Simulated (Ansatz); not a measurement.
System ZnO (space group P6_3mc, No. 186); source of the atomic positions: the input geometry of an electronic-structure calculation (not necessarily at equilibrium).

```
Zn O
1.0
     3.27939    0.00000    0.00000
    -1.63970    2.84004    0.00000
     0.00000    0.00000    5.29323
Zn O
2 2
Direct
  0.66667 0.33333 0.49940
  0.33333 0.66667 0.99940
  0.66667 0.33333 0.12029
  0.33333 0.66667 0.62029
```

Bonds are taken as O–Zn below 2.3 Å. The graph is simplified in the usual way: terminal and isolated atoms are pruned, two-connected atoms become edges.

Derive the underlying net.

The result is a uninodal 4-connected, three-periodic net: Zn and O are 4-connected nodes. It is the lon net, known from lonsdaleite, wurtzite and tridymite. It is a single net, without interpenetration.

| node | links | point symbol | coordination sequence |
| --- | --- | --- | --- |
| Zn and O | 4 | 6⁶ | 4 12 25 44 67 96 130 170 |

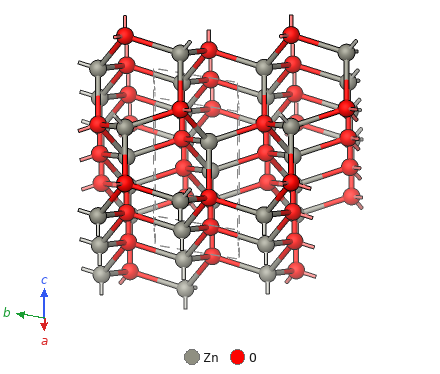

Nodes are coloured by element. Short stubs are edges that leave the cut-out.
